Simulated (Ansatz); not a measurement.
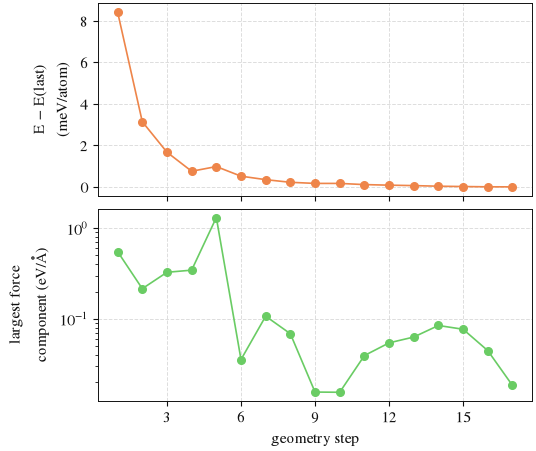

History of a geometry optimisation. Only the atoms move.

```
crystal:
  lattice:
    - [5.0508284732, 0.0, 0.0]
    - [-2.5254142366, 4.3741457679, 0.0]
    - [0.0, 0.0, 27.1511742912]
  atoms:
    - { symbol: C, position: [0.6666666667, 0.3333333333, 0.3130619659] }
    - { symbol: C, position: [0.6666666667, 0.8333333333, 0.3130619659] }
    - { symbol: C, position: [0.1666666667, 0.3333333333, 0.3130619659] }
    - { symbol: C, position: [0.1666666667, 0.8333333333, 0.3130619659] }
    - { symbol: C, position: [0.5, 0.5, 0.3320481806] }
    - { symbol: C, position: [0.5, 0.0, 0.3320481806] }
    - { symbol: C, position: [0.0, 0.5, 0.3320481806] }
    - { symbol: C, position: [0.0, 0.0, 0.3320481806] }
    - { symbol: C, position: [0.0, 0.5, 0.3890068244] }
    - { symbol: C, position: [0.0, 0.0, 0.3890068244] }
    - { symbol: C, position: [0.5, 0.5, 0.3890068244] }
    - { symbol: C, position: [0.5, 0.0, 0.3890068244] }
    - { symbol: C, position: [0.8333333333, 0.6666666667, 0.407993039] }
    - { symbol: C, position: [0.8333333333, 0.1666666667, 0.407993039] }
    - { symbol: C, position: [0.3333333333, 0.6666666667, 0.407993039] }
    - { symbol: C, position: [0.3333333333, 0.1666666667, 0.407993039] }
    - { symbol: C, position: [0.3333333333, 0.6666666667, 0.5431357121] }
    - { symbol: C, position: [0.3333333333, 0.1666666667, 0.5431357121] }
    - { symbol: C, position: [0.8333333333, 0.6666666667, 0.5431357121] }
    - { symbol: C, position: [0.8333333333, 0.1666666667, 0.5431357121] }
    - { symbol: C, position: [0.1666666667, 0.8333333333, 0.5431776148] }
    - { symbol: C, position: [0.1666666667, 0.3333333333, 0.5431776148] }
    - { symbol: C, position: [0.6666666667, 0.8333333333, 0.5431776148] }
    - { symbol: C, position: [0.6666666667, 0.3333333333, 0.5431776148] }
    - { symbol: C, position: [0.6666666667, 0.8333333333, 0.6986501403] }
    - { symbol: C, position: [0.6666666667, 0.3333333333, 0.6986501403] }
    - { symbol: C, position: [0.1666666667, 0.8333333333, 0.6986501403] }
    - { symbol: C, position: [0.1666666667, 0.3333333333, 0.6986501403] }
    - { symbol: C, position: [0.5, 0.0, 0.6986377896] }
    - { symbol: C, position: [0.5, 0.5, 0.6986377896] }
    - { symbol: C, position: [0.0, 0.0, 0.6986377896] }
    - { symbol: C, position: [0.0, 0.5, 0.6986377896] }
    - { symbol: H, position: [0.3333333333, 0.6666666667, 0.767892081] }
    - { symbol: C, position: [0.3333333333, 0.6666666667, 0.8080376742] }
    - { symbol: H, position: [0.5099090704, 0.8895577171, 0.82128572] }
    - { symbol: H, position: [0.1104422829, 0.6203513533, 0.82128572] }
    - { symbol: H, position: [0.3796486467, 0.4900909296, 0.82128572] }
basis:
  ecutwfc: 420
kpoints:
  mp_grid: { grid: [6, 6, 1] }
hamiltonian:
  xc: pbe
scf:
  occupations: { method: gaussian, width: 0.05 }
output:
  forces: true
  eigenvalues: true
  write_density: true
  write_potential: true
  elf: true
  volumetric_format: npy
relax:
  adjacent_minimum: "off"
  f_tol: 0.03
  max_steps: 70
  constraints: [{ sites: [0, 1, 2, 3, 4, 5, 6, 7, 8, 9, 10, 11, 12, 13, 14, 15] }]
efield:
  axis: 3
  dipole_correction: true
  ramp_width: 0.04
```

Run as:
```bash
ansatz run input.yaml --threads 4 --pin off --max-ram 12288MiB --backend cpu --events-out ev --progress --plain --runs-dir out
```

### How did the optimisation end?

The optimisation met its thresholds at geometry 17, counting the start as the first. The energy fell by about 8.4 meV/atom from the first step to the last. Step 5 went uphill and was rejected by the line search. The largest force component goes from about 0.55 eV/Å at the start to 0.018 eV/Å at the end, with a peak of 1.3 eV/Å at step 5.
